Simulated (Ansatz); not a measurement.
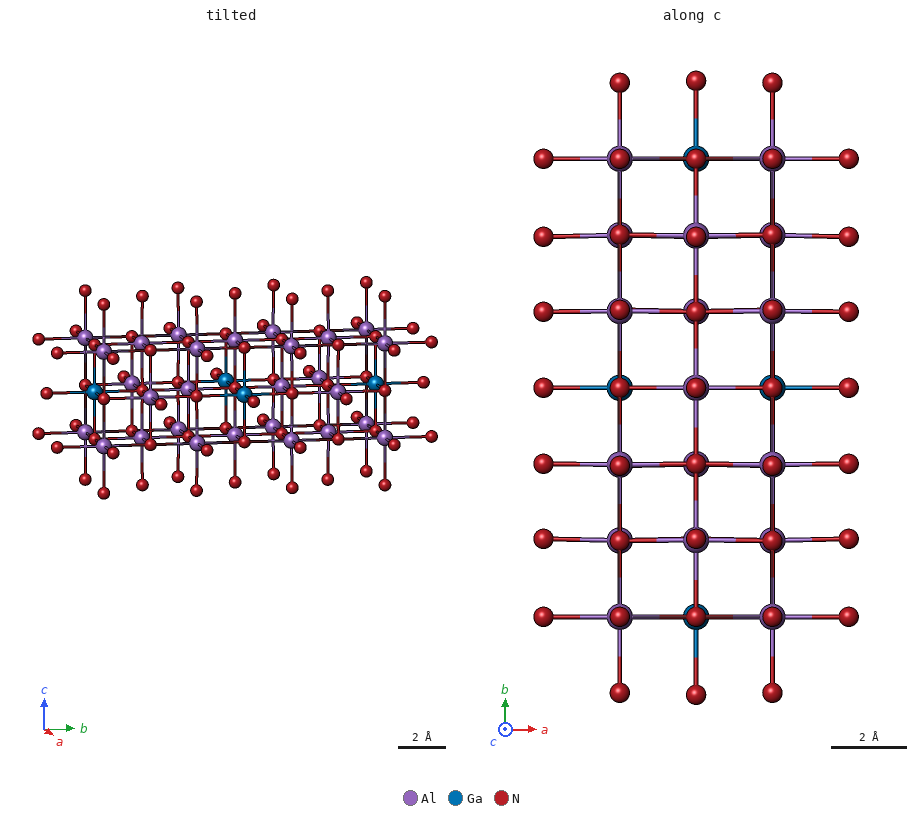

The crystal in a ball-and-stick representation, seen slightly off an axis and along the c axis. Thin lines show the conventional unit cell, with boundary atoms drawn in all their periodic places. A few atoms beyond the faces are included.

Al5GaN6, space group Cmmm (No. 65), a = 4.11 Å, b = 12.32 Å, c = 4.11 Å, α = 90.00°, β = 90.00°, γ = 90.00°.

Theory: Ansatz 0.2.0, DFT PBE, scalar-relativistic, plane waves, PAW. Numerical settings: plane-wave cutoff 420 eV, k-points about 0.27 Å⁻¹ apart, Gaussian smearing of 0.02 eV, no spin polarisation.

Is it conducting or gapped at this level?

A semiconductor at this level, with a gap of 2.78 eV on the k-mesh (the true edges may lie between mesh points, so the gap can be somewhat smaller).

The structure was taken from a structure type filled with these elements by a generator (whether the compound takes this form wasn't checked). Atoms and cell were optimised with DFT PBE, scalar-relativistic, plane waves, PAW in Ansatz 0.2.0.
